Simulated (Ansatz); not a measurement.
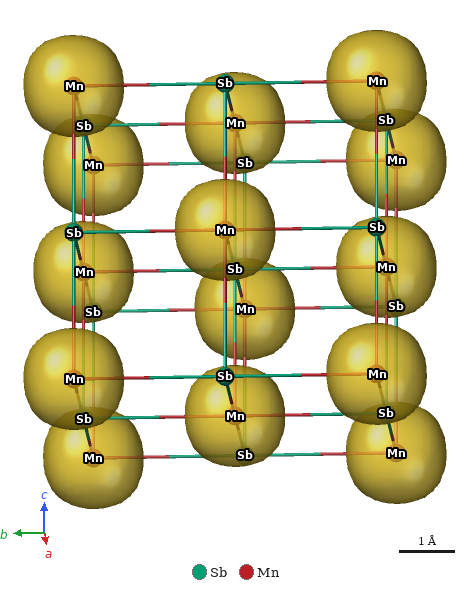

*MnSb. Isosurface of the spin density at +0.2 e/Å³ (yellow), seen at an oblique angle. Sticks mark near contacts.*

Space group Fm-3m; a structure from a database of computed crystals, not necessarily the ambient phase; computed pressure about 7 GPa in this cell; spin-polarised.

All numbers below come from Ansatz 0.2.0, Kohn-Sham DFT of a periodic cell, PBE, Ansatz PAW.

The density is the valence pseudo-density of a PAW calculation; it isn't the true density close to the nuclei.

```
CELL_PARAMETERS angstrom
5.59003 0.00000 0.00000
0.00000 5.59003 0.00000
0.00000 0.00000 5.59003
ATOMIC_POSITIONS crystal
Sb 0.50000 0.00000 0.00000
Sb 0.00000 0.50000 0.00000
Sb 0.00000 0.00000 0.50000
Sb 0.50000 0.50000 0.50000
Mn 0.00000 0.00000 0.00000
Mn 0.50000 0.50000 0.00000
Mn 0.50000 0.00000 0.50000
Mn 0.00000 0.50000 0.50000
```

Which atoms carry the moments, and with what signs?

Answer. The spin density sits on Mn: +4.2 μB (×4) in one cell of 8 atoms, with smaller moments on other sites: Sb (up to +0.20 μB): parallel main moments, as they must be, since the calculation's own cell holds one magnetic site. The cell of the calculation (2 atoms) carries 5.0 μB of net spin moment.
